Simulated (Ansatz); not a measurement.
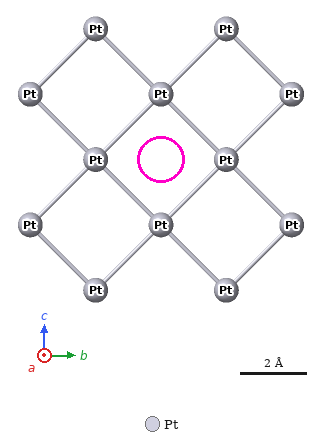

Perfect Pt. Style: ball-and-stick. Shown: the atoms within 4.6 Å of one point, in a slice 3.4 Å thick across the line of sight, along the a axis.

The calculation used Ansatz, DFT PBE, scalar-relativistic, plane waves, PAW. Set-up: plane-wave cutoff 420 eV; k-point mesh 5 × 5 × 5; occupations gaussian; smearing width 0.1 eV; no spin polarisation. The cell is small and the k-mesh coarse, so the numbers are rough. The axes drawn are those of the host's conventional cell.

An extra platinum atom is put between the host's atoms (an interstitial) at the ringed place, in charge state 0. The supercell has 16 sites, and the atoms are relaxed at the host's cell.

Q: How do the neighbours respond?

A: The Pt atom starts with 6 Pt at 1.99 Å around its place and ends with 7 Pt at 2.37 to 2.77 Å. Of the host's atoms, a platinum atom moves furthest from its site, by 0.54 Å. The Pt atom itself moves 0.29 Å from where it was put.

The relaxed defect, seen from the same direction:

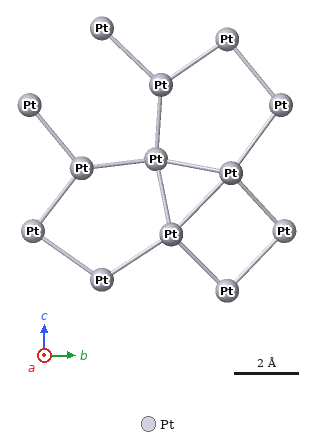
